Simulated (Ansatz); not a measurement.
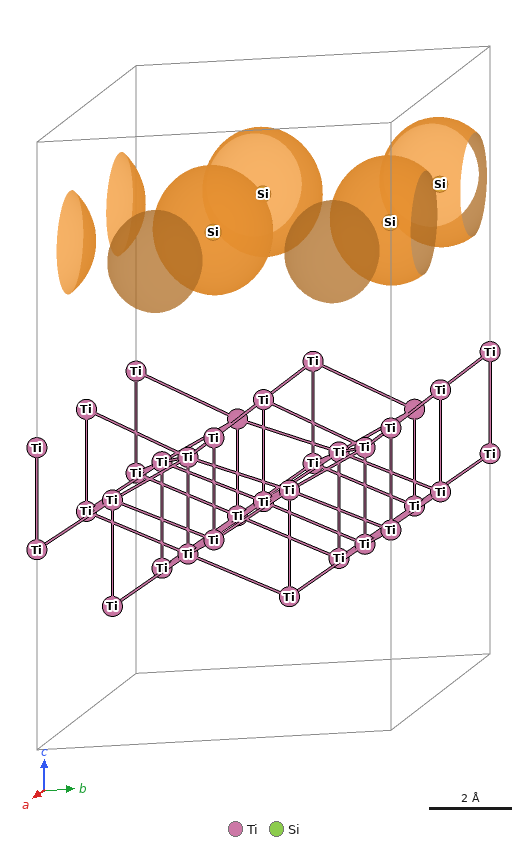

Ti₆Si (slab). Isosurface of the ELF at 0.7 (orange), seen slightly off an axis. Core shells and regions of very low density are left out. Sticks mark near contacts.

A point of a scan over the structure, not its minimum; not relaxed (largest force 0.6 eV/Å); the SCF solution may not be the lowest one; PAW files of the earlier set (soft_1); spin-polarised.

Level of theory: DFT LDA, scalar-relativistic, plane waves, PAW (Ansatz).

```
CELL_PARAMETERS angstrom
4.47612 0.00000 0.00000
-2.23806 3.87643 0.00000
0.00000 0.00000 21.38886
ATOMIC_POSITIONS crystal
Ti 0.66667 0.33333 0.18701
Ti 0.33333 0.66667 0.22973
Ti 0.00000 0.00000 0.27245
Ti 0.66667 0.33333 0.31195
Ti 0.33333 0.66667 0.34332
Ti 0.00000 0.00000 0.39221
Si 0.22222 0.77778 0.60119
```

> Identify the bonds, lone pairs and shells in this picture.

The ELF exceeds this value in one region wrapped around Si (its valence shell), counted in one cell of 7 atoms. Counts are for one cell; the picture repeats the cell along the surface. Along the contacts the grid gives the following. Ti–Ti (2.43 Å): the ELF is about 0.15 at the midpoint (no localised pair shows between them). Si–Si (4.48 Å): the ELF is about 0.15 at the midpoint; no localised pair shows between them.
